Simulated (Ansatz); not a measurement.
## Electronic structure of Al₂GaN₃ in real space

```yaml
crystal:
  lattice:
    - [3.12566, -0.00013, 0.00003]
    - [-0.00038, 9.37238, 0.00004]
    - [0.00004, 0.00002, 4.41291]
  atoms:
    - { symbol: Al, position: [0.00000, 0.16754, 0.25160] }
    - { symbol: Al, position: [0.50000, 0.66754, 0.75160] }
    - { symbol: Al, position: [0.00000, 0.83246, 0.25160] }
    - { symbol: Al, position: [0.50000, 0.33246, 0.75160] }
    - { symbol: Ga, position: [0.00000, 0.50000, 0.25101] }
    - { symbol: Ga, position: [0.50000, 0.00000, 0.75101] }
    - { symbol: N, position: [0.49999, 0.82950, 0.49508] }
    - { symbol: N, position: [0.99999, 0.32950, 0.99508] }
    - { symbol: N, position: [0.50000, 0.17050, 0.49508] }
    - { symbol: N, position: [0.00000, 0.67050, 0.99508] }
    - { symbol: N, position: [0.00000, 0.00000, 0.01338] }
    - { symbol: N, position: [0.50000, 0.50000, 0.51338] }
```

Space group Imm2; a structure from a database of computed crystals, not necessarily the ambient phase; started from the Cu2GeS3-44 prototype, which need not be the ambient phase; changed on purpose from its base cell (shaken).

These are results of DFT, PBEsol, plane waves, PAW in Ansatz 0.2.0, not measurements.

In a PAW calculation such maps are meaningful between the atoms, not at the nuclei.

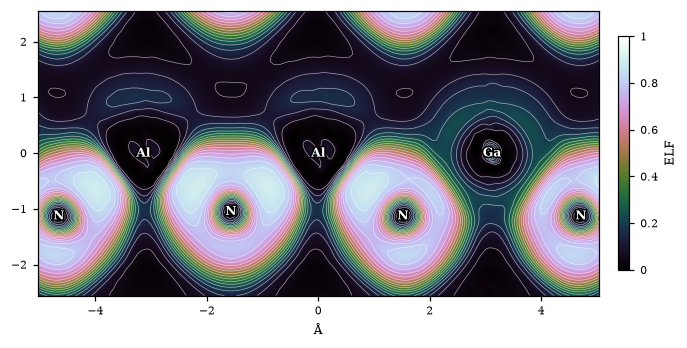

Figure 1. ELF on the (100) plane of the conventional cell.

Question: Interpret the plot.

Answer:
- The section cuts through Al, Ga and N sites.
- Al–N (1.89 Å): the ELF peaks at about 0.90 between the atoms; a polar covalent bond.
- Ga–N (1.96 Å): the ELF peaks at about 0.80 in the valence shell of N, 0.7 Å from its nucleus, and is about 0.45 at the midpoint.

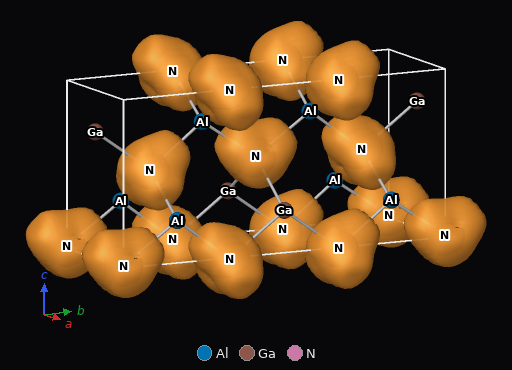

Figure 2. Isosurface of the ELF at 0.75 (orange), seen at an oblique angle. Only the valence region is drawn (cores and ρ < 0.01 e/Å³ removed). Sticks mark near contacts.

Question: Identify the bonds, lone pairs and shells in this picture.

Answer: The ELF exceeds this value in six regions on N in which the atom's valence shell and bonds are merged, counted in one cell of 12 atoms. Regions shared between cells count once. Profiles from the grid: Ga–N (1.94 Å): the ELF peaks at about 0.85 in the valence shell of N, 0.7 Å from its nucleus, and is about 0.45 at the midpoint.

Question: Metal or insulator at this level of theory?

Answer: It is gapped, with a Kohn–Sham gap of 3.2 eV on the k-point mesh, an upper bound to the gap of this method.
